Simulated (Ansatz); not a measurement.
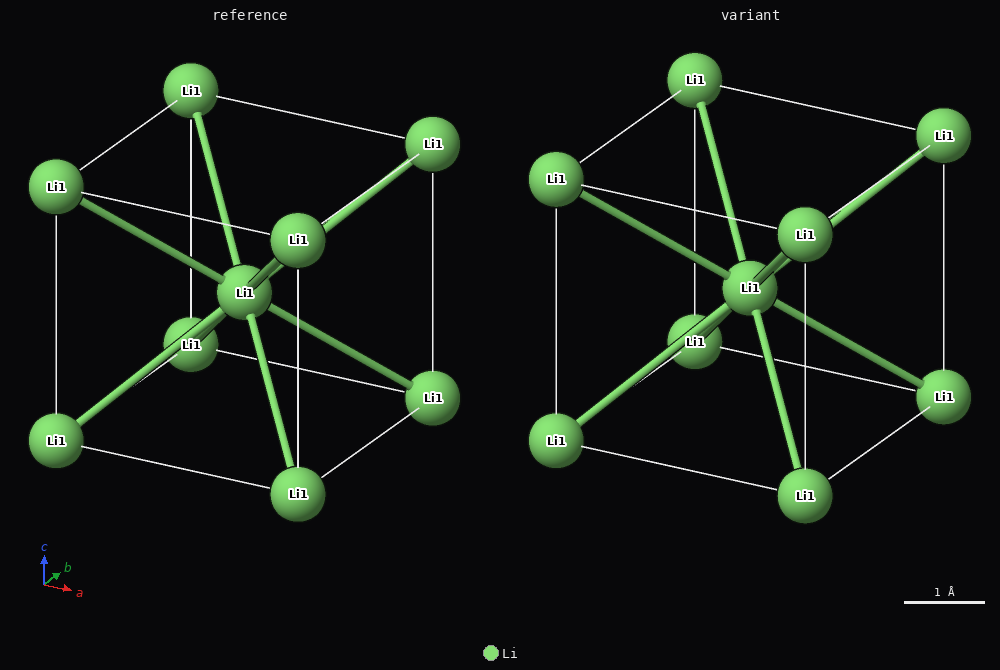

Left: a symmetric starting cell of Li. Right: the same structure after one change, at the same scale. A ball-and-stick model of the conventional cell (2 times the calculation's cell), seen from a free direction. Lengths and directions refer to the drawn axes.

Method: DFT r2SCAN, scalar-relativistic, plane waves, PAW in Ansatz. Set-up: plane-wave cutoff 500 eV; k-point mesh 16 × 16 × 16; occupations gaussian; smearing width 0.1 eV; no spin polarisation.

Question: What distinguishes the right structure from the left one?

Answer: All lengths are scaled by +2.9 % (volume +9.0 %), the atoms keeping their fractional coordinates. No relaxation follows. The starting cell wasn't computed here and needn't be at equilibrium, so pressure and forces aren't due to the change alone.

Question: How do the computed properties respond?

Answer: The pressure is −1.2 GPa (not all of it need come from the change, since the unchanged cell can be under pressure at this level too). All forces vanish by symmetry. Some distances before and after: Li–Li 3.031 → 3.120 Å. The space group stays Im-3m (No. 229).
